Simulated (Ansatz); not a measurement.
Geometry relaxation of TaN (part 1 of 2)

System: TaN (4 atoms in the cell).
Method: DFT PBE, scalar-relativistic, plane waves, PAW, no spin polarisation (Ansatz 0.2.0).

The structure derives from an entry of the Crystallography Open Database. It belongs to a series of runs on one base structure; here: uniaxial strain along c, a, b and atoms relaxed: +4.0 %. Figures and captions count atoms from 1; the log counts them from 0 in places.

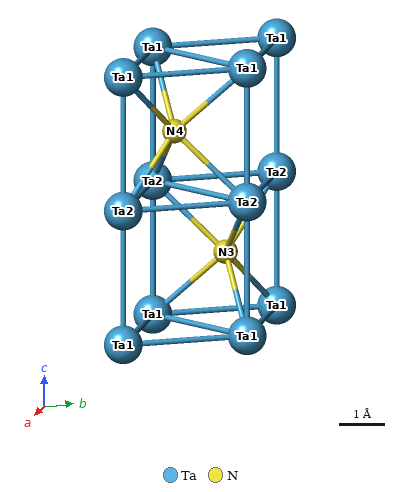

The starting structure (ball-and-stick view of the cell of the calculation, seen slightly off an axis; atoms are numbered from 1 in the order of the input). Near neighbours in the crystal (not all of them lie inside the picture): Ta has 6 N at 2.27 Å and 8 Ta at 2.89 to 3.08 Å; N has 6 Ta at 2.27 Å.

Summary:

- outcome: converged
- space group (tolerance 0.01 Å): P6₃/mmc (194)
- electrons treated: 36
- free energy: −20636.0412 eV
- Fermi energy: 19.239 eV
- gap on the k-point mesh: none (metallic)
- pressure: −9.25 GPa
- final volume: 44.81 Å³
- largest force (length of the vector) at the end: under 0.001 eV/Å
- final cell: a = 2.900 Å, b = 2.900 Å, c = 6.151 Å, α = 90.00°, β = 90.00°, γ = 120.00°
- hardware: 1 thread of Intel Xeon (Emerald Rapids), 32 GiB of memory available, shared host
- wall time: 2.6 min
- peak memory: 1 GiB

Remarks:

Spin–orbit coupling is left out, which matters for Ta.

Input:
```yaml
crystal:
  lattice:
    - [2.8879302784, 0.0, 0.0]
    - [-1.4439651392, 2.5010209855, 0.0]
    - [0.0, 0.0, 6.1514393307]
  atoms:
    - { symbol: Ta, position: [0.0, 0.0, 0.0] }
    - { symbol: Ta, position: [0.0, 0.0, 0.5] }
    - { symbol: "N", position: [0.3333333335, 0.6666666665, 0.25] }
    - { symbol: "N", position: [0.6666666665, 0.3333333335, 0.75] }
basis:
  ecutwfc: 420
kpoints:
  mp_grid: { grid: [24, 24, 10] }
hamiltonian:
  xc: pbe
scf:
  occupations: { method: gaussian, width: 0.1 }
output:
  forces: true
  stress: true
  eigenvalues: true
relax:
  adjacent_minimum: "off"
  f_tol: 0.008
  max_steps: 40
  cell: { stress_tol: 0.015, fix: [c, angles] }
```

Launched with:
```bash
ansatz run input.yaml --threads 1 --pin off --max-ram 2560MiB --backend cpu --events-out ev --progress --plain --runs-dir out
```

What the program printed:
```
Warning: crystal.symmetry: narrowed to the stabiliser of the fixed cell quantities (relax.cell.fix) — unitary ops 24 → 8. The narrowing is safe, since a smaller group never makes results wrong: the run goes on under it, on as many k-points as the starting group would need, or more. Excluded: 16 operations that would move a fixed cell quantity at a test strain (relax.cell.fix fixes c, alpha, beta, gamma). The cell can leave their symmetry as it relaxes.
Engine: ansatz 0.2.0, x86_64-unknown-linux-gnu
Pseudopotentials: kind: paw
Pseudopotential: Ta, paw, valence charge 13, recommended cutoff 420 eV (normal), Ta.paw.azcp
Pseudopotential: N, paw, valence charge 5, recommended cutoff 420 eV (normal), N.paw.azcp
Functional definition: PBE
  parameter kappa = 0.804
  parameter beta = 0.06672455060314922
  exchange = pbe_x(kappa = kappa, mu = beta*pi^2/3)
  correlation = pbe_c(beta = beta)
Crystal: 4 atoms, lattice volume = 44.430 Å³
Basis set: ecut = 420 eV, 861 PW (Γ), exchange–correlation on 40×40×90 points (8 copies of the dense FFT grid, shifted against one another)
Bands: 22, of which v1, the nominal top of the filled ones, is band 18 counted from 1 (17 counted from 0)
Symmetry: 8 space group operations
k-points: 942 of 5760
Non-local potential: Ta, projectors of the file, l = 0: 3, l = 1: 2, l = 2: 2, l = 3: 1
Non-local potential: N, projectors of the file, l = 0: 2, l = 1: 2, l = 2: 1
PAW form: soft (Blöchl's): semilocal exchange-correlation on the pseudo side does not see the compensation charge
PAW one-centre angular grid: Ta, 590 points (default); XC on 64 Gauss nodes
PAW one-centre angular grid: N, 110 points (default); XC on 64 Gauss nodes
Initial density: superposition of atomic densities (neutral atoms: chi_scale 0, normalization atom), corrected by the library's trained network
Initial wavefunctions: pseudopotential atomic-orbital guess
Functional: x = pbe(κ = 0.804, μ = 0.2195149727645171), c = pbe(β = 0.06672455060314922)
SCF iter   1: F=—  HF=-20636.045092 eV  |F-HF|=—  |Δ(HF+E_count)|=         —  Δρ=7.36e-3  dr2=2.53e-2  ethr=1.77e-3  ⟨swp⟩=5.1  Hψ=92442  notcnv=0
preconditioner: auto → Kerker (q_TF=auto, 2.634 Å⁻¹)  [metal: Δε(μ)=0.002 eV  Ē_g=9.146 eV  σ=0.100 eV  W_gap=0.01  n_scr=10 (ndim 8)  ℏωp=24.9 eV  f_vac=0.000  D(μ)=0.89/eV (n_scr^D=2)]
SCF iter   2: F=—  HF=-20636.040381 eV  |F-HF|=—  |Δ(HF+E_count)|=   4.71e-3  Δρ=4.57e-3  dr2=9.85e-3  ethr=7.03e-5  ⟨swp⟩=1.0  Hψ=28285  notcnv=0
SCF iter   3: F=—  HF=-20636.037353 eV  |F-HF|=—  |Δ(HF+E_count)|=   3.03e-3  Δρ=9.68e-4  dr2=5.04e-4  ethr=2.73e-5  ⟨swp⟩=2.1  Hψ=29571  notcnv=0
SCF iter   4: F=—  HF=-20636.037257 eV  |F-HF|=—  |Δ(HF+E_count)|=   9.63e-5  Δρ=4.18e-4  dr2=5.61e-5  ethr=1.40e-6  ⟨swp⟩=2.0  Hψ=28925  notcnv=0
SCF iter   5: F=—  HF=-20636.037258 eV  |F-HF|=—  |Δ(HF+E_count)|=   1.52e-6  Δρ=8.16e-5  dr2=2.17e-6  ethr=1.56e-7  ⟨swp⟩=2.2  Hψ=29152  notcnv=0
SCF iter   6: F=—  HF=-20636.037259 eV  |F-HF|=—  |Δ(HF+E_count)|=   9.09e-7  Δρ=1.94e-5  dr2=1.22e-7  ethr=6.04e-9  ⟨swp⟩=2.2  Hψ=29485  notcnv=0
SCF iter   7: F=-20636.037259 eV  HF=-20636.037259 eV  |F-HF|=7.42e-10  |Δ(HF+E_count)|=   1.15e-7  Δρ=3.03e-6  dr2=3.23e-9  ethr=2.78e-10  ⟨swp⟩=4.4  Hψ=71034  notcnv=0
SCF 1 converged in 7 iterations: F = -20636.037259 eV  dr2 = 3.23e-9
  greatest PAW one-centre occupation: 0.999 electrons in one spin orbital (limit 2), on the Ta atom at site 1 (counted from 0), in its partial waves of l = 0
relax step   1: F+E_penalty+E_count = -20636.03725925 eV  Δ(F+E_penalty+E_count) = +0.000e0 eV  max|allowed force component| = 8.025e-9 eV/Å  Δτ_max = 0.0000 Å  P = -6.818 GPa  Ω = 44.430 Å³  fix = [c, alpha, beta, gamma]  reactions: c -27.130 GPa; gamma +0.000 GPa/rad  (7 SCF iters, dr2 threshold 1.00e-7 eV, accepted)
Crystal: 4 atoms, lattice volume = 45.274 Å³
Basis set: ecut = 420 eV, 897 PW (Γ), exchange–correlation on 40×40×90 points (8 copies of the dense FFT grid, shifted against one another)
Initial density: handed on by an earlier stage of this run
Initial wavefunctions: those handed on with the density
iter 1 solved again at ethr=5.80e-6 eV; its pass at ethr=3.10e-3 eV (dr2=2.09e-3 eV) is discarded
SCF iter   1: F=—  HF=-20636.033517 eV  |F-HF|=—  |Δ(HF+E_count)|=         —  Δρ=2.23e-3  dr2=2.17e-3  ethr=5.80e-6  ⟨swp⟩=1.7  Hψ=136768  notcnv=0
preconditioner: auto → Kerker (q_TF=auto, 2.626 Å⁻¹)  [metal: Δε(μ)=0.002 eV  Ē_g=8.999 eV  σ=0.100 eV  W_gap=0.01  n_scr=10 (ndim 8)  ℏωp=24.7 eV  f_vac=0.000  D(μ)=0.98/eV (n_scr^D=2)]
SCF iter   2: F=—  HF=-20636.033064 eV  |F-HF|=—  |Δ(HF+E_count)|=   4.53e-4  Δρ=8.99e-4  dr2=5.32e-4  ethr=5.80e-6  ⟨swp⟩=2.0  Hψ=28606  notcnv=0
SCF iter   3: F=—  HF=-20636.032944 eV  |F-HF|=—  |Δ(HF+E_count)|=   1.20e-4  Δρ=4.62e-4  dr2=1.44e-4  ethr=1.48e-6  ⟨swp⟩=1.5  Hψ=22638  notcnv=0
SCF iter   4: F=—  HF=-20636.032899 eV  |F-HF|=—  |Δ(HF+E_count)|=   4.42e-5  Δρ=9.46e-5  dr2=3.84e-6  ethr=4.00e-7  ⟨swp⟩=2.0  Hψ=30104  notcnv=0
SCF iter   5: F=-20636.032900 eV  HF=-20636.032900 eV  |F-HF|=1.10e-8  |Δ(HF+E_count)|=   6.05e-7  Δρ=1.70e-5  dr2=9.86e-8  ethr=1.11e-9  ⟨swp⟩=3.5  Hψ=99745  notcnv=0
SCF 2 converged in 5 iterations: F = -20636.032900 eV  dr2 = 9.86e-8
relax step   2: F+E_penalty+E_count = -20636.03289998 eV  Δ(F+E_penalty+E_count) = +4.359e-3 eV  max|allowed force component| = 2.157e-9 eV/Å  Δτ_max = 0.0000 Å  P = -12.167 GPa  Ω = 45.274 Å³  energy of the carried Pulay correction = -2.274e-3 eV  fix = [c, alpha, beta, gamma]  (5 SCF iters, dr2 threshold 4.00e-7 eV, rejected (line search))
Crystal: 4 atoms, lattice volume = 44.811 Å³
Basis set: ecut = 420 eV, 873 PW (Γ), exchange–correlation on 40×40×90 points (8 copies of the dense FFT grid, shifted against one another)
iter 1 solved again at ethr=1.73e-6 eV; its pass at ethr=3.10e-3 eV (dr2=6.21e-4 eV) is discarded
SCF iter   1: F=—  HF=-20636.040259 eV  |F-HF|=—  |Δ(HF+E_count)|=         —  Δρ=1.20e-3  dr2=6.22e-4  ethr=1.73e-6  ⟨swp⟩=2.6  Hψ=132938  notcnv=0
preconditioner: auto → Kerker (q_TF=auto, 2.631 Å⁻¹)  [metal: Δε(μ)=0.015 eV  Ē_g=9.062 eV  σ=0.100 eV  W_gap=0.08  n_scr=10 (ndim 8)  ℏωp=24.8 eV  f_vac=0.000  D(μ)=0.92/eV (n_scr^D=2)]
SCF iter   2: F=—  HF=-20636.040128 eV  |F-HF|=—  |Δ(HF+E_count)|=   1.31e-4  Δρ=4.90e-4  dr2=1.55e-4  ethr=1.73e-6  ⟨swp⟩=2.0  Hψ=28681  notcnv=0
SCF iter   3: F=—  HF=-20636.040092 eV  |F-HF|=—  |Δ(HF+E_count)|=   3.62e-5  Δρ=2.51e-4  dr2=4.13e-5  ethr=4.31e-7  ⟨swp⟩=1.6  Hψ=23205  notcnv=0
SCF iter   4: F=—  HF=-20636.040080 eV  |F-HF|=—  |Δ(HF+E_count)|=   1.17e-5  Δρ=5.14e-5  dr2=1.12e-6  ethr=1.15e-7  ⟨swp⟩=2.0  Hψ=30104  notcnv=0
SCF iter   5: F=—  HF=-20636.040080 eV  |F-HF|=—  |Δ(HF+E_count)|=   2.63e-8  Δρ=9.25e-6  dr2=2.87e-8  ethr=3.12e-9  ⟨swp⟩=2.9  Hψ=37574  notcnv=0
SCF iter   6: F=—  HF=-20636.040080 eV  |F-HF|=—  |Δ(HF+E_count)|=   7.24e-9  Δρ=2.14e-6  dr2=2.25e-9  ethr=7.97e-11  ⟨swp⟩=2.6  Hψ=36471  notcnv=0
SCF iter   7: F=—  HF=-20636.040080 eV  |F-HF|=—  |Δ(HF+E_count)|=  1.38e-10  Δρ=3.54e-7  dr2=5.62e-11  ethr=6.24e-12  ⟨swp⟩=2.0  Hψ=28999  notcnv=0
SCF iter   8: F=-20636.040080 eV  HF=-20636.040080 eV  |F-HF|=3.64e-12  |Δ(HF+E_count)|=  1.09e-11  Δρ=4.68e-8  dr2=6.29e-13  ethr=1.00e-12  ⟨swp⟩=5.0  Hψ=92942  notcnv=0
SCF 3 converged in 8 iterations: F = -20636.040080 eV  dr2 = 6.29e-13
relax step   3: F+E_penalty+E_count = -20636.04008001 eV  Δ(F+E_penalty+E_count) = -2.821e-3 eV  max|allowed force component| = 3.851e-9 eV/Å  Δτ_max = 0.0000 Å  P = -9.298 GPa  Ω = 44.811 Å³  energy of the carried Pulay correction = -1.031e-3 eV  fix = [c, alpha, beta, gamma]  reactions: c -27.762 GPa; gamma +0.000 GPa/rad  (8 SCF iters, accepted)
Crystal: 4 atoms, lattice volume = 44.803 Å³
iter 1 solved again at ethr=4.69e-10 eV; its pass at ethr=3.10e-3 eV (dr2=1.69e-7 eV) is discarded
SCF iter   1: F=—  HF=-20636.040099 eV  |F-HF|=—  |Δ(HF+E_count)|=         —  Δρ=1.97e-5  dr2=1.67e-7  ethr=4.69e-10  ⟨swp⟩=2.6  Hψ=130813  notcnv=0
preconditioner: auto → Kerker (q_TF=auto, 2.631 Å⁻¹)  [metal: Δε(μ)=0.004 eV  Ē_g=9.062 eV  σ=0.100 eV  W_gap=0.02  n_scr=10 (ndim 8)  ℏωp=24.8 eV  f_vac=0.000  D(μ)=0.92/eV (n_scr^D=2)]
SCF iter   2: F=—  HF=-20636.040102 eV  |F-HF|=—  |Δ(HF+E_count)|=   2.40e-6  Δρ=7.99e-6  dr2=4.16e-8  ethr=4.64e-10  ⟨swp⟩=2.0  Hψ=28842  notcnv=0
SCF iter   3: F=—  HF=-20636.040102 eV  |F-HF|=—  |Δ(HF+E_count)|=   9.52e-9  Δρ=4.15e-6  dr2=1.14e-8  ethr=3.07e-11  ⟨swp⟩=4.0  Hψ=67977  notcnv=0
SCF iter   4: F=-20636.040102 eV  HF=-20636.040102 eV  |F-HF|=1.46e-11  |Δ(HF+E_count)|=   3.71e-9  Δρ=8.05e-7  dr2=2.59e-10  ethr=3.07e-11  ⟨swp⟩=4.0  Hψ=67960  notcnv=0
SCF 4 converged in 4 iterations: F = -20636.040102 eV  dr2 = 2.59e-10
relax step   4: F+E_penalty+E_count = -20636.04010175 eV  Δ(F+E_penalty+E_count) = -2.174e-5 eV  max|allowed force component| = 2.445e-9 eV/Å  Δτ_max = 0.0000 Å  P = -9.251 GPa  Ω = 44.803 Å³  energy of the carried Pulay correction = -1.011e-3 eV  fix = [c, alpha, beta, gamma]  reactions: c -27.750 GPa; gamma -0.000 GPa/rad  (4 SCF iters, dr2 threshold 1.10e-8 eV, accepted)
Initial wavefunctions: pseudopotential atomic-orbital guess (no wavefunctions were taken with the density)
iter 1 solved again at ethr=1.46e-8 eV; its pass at ethr=3.10e-3 eV (dr2=5.26e-6 eV) is discarded
SCF iter   1: F=—  HF=-20636.041160 eV  |F-HF|=—  |Δ(HF+E_count)|=         —  Δρ=1.00e-4  dr2=2.47e-7  ethr=1.46e-8  ⟨swp⟩=3.9  Hψ=159816  notcnv=0
SCF iter   2: F=—  HF=-20636.041170 eV  |F-HF|=—  |Δ(HF+E_count)|=   9.81e-6  Δρ=5.08e-5  dr2=5.73e-8  ethr=6.86e-10  ⟨swp⟩=2.0  Hψ=29162  notcnv=0
SCF iter   3: F=—  HF=-20636.041173 eV  |F-HF|=—  |Δ(HF+E_count)|=   2.60e-6  Δρ=1.36e-5  dr2=4.57e-9  ethr=1.59e-10  ⟨swp⟩=2.0  Hψ=26481  notcnv=0
SCF iter   4: F=—  HF=-20636.041173 eV  |F-HF|=—  |Δ(HF+E_count)|=   1.83e-7  Δρ=7.12e-7  dr2=4.55e-11  ethr=1.27e-11  ⟨swp⟩=2.0  Hψ=29630  notcnv=0
SCF iter   5: F=-20636.041173 eV  HF=-20636.041173 eV  |F-HF|=1.46e-11  |Δ(HF+E_count)|=  3.38e-10  Δρ=7.98e-8  dr2=2.65e-12  ethr=1.00e-12  ⟨swp⟩=6.1  Hψ=93764  notcnv=0
SCF 5 converged in 5 iterations: F = -20636.041173 eV  dr2 = 2.65e-12
relax step   5: F+E_penalty+E_count = -20636.04117279 eV  Δ(F+E_penalty+E_count) = -1.071e-3 eV  max|allowed force component| = 2.247e-9 eV/Å  Δτ_max = 0.0000 Å  P = -9.215 GPa  Ω = 44.803 Å³  fix = [c, alpha, beta, gamma]  reactions: c -27.731 GPa; gamma -0.000 GPa/rad  stress off target by 4.38e-2 GPa on what of the cell is left free  SCF on the basis re-selected at this cell (its energy is not comparable with the rows above)  (5 SCF iters)
basis re-selected at this cell: Δ(F+E_penalty+E_count) = -1.071e-3 eV, ΔP = +0.036 GPa vs the last step (what re-selecting the basis moved, of the pressure what is left beyond the Pulay correction that the steps carried, after the strain that the cell walked since its last selection, with what the two solves' SCF thresholds leave and, on support functions, any second-order correction that the steps lacked; it is no measure of the basis error at this ecutwfc). This SCF's stress stands 4.38e-2 GPa from its target on what of the cell is left free (relax.cell.stress_tol is 1.50e-2 GPa) and its largest allowed force component is 2.25e-9 eV/Å (relax.f_tol is 8.00e-3 eV/Å): not within both, so this SCF does not close the relaxation
Crystal: 4 atoms, lattice volume = 44.808 Å³
iter 1 solved again at ethr=2.08e-10 eV; its pass at ethr=3.10e-3 eV (dr2=7.50e-8 eV) is discarded
```
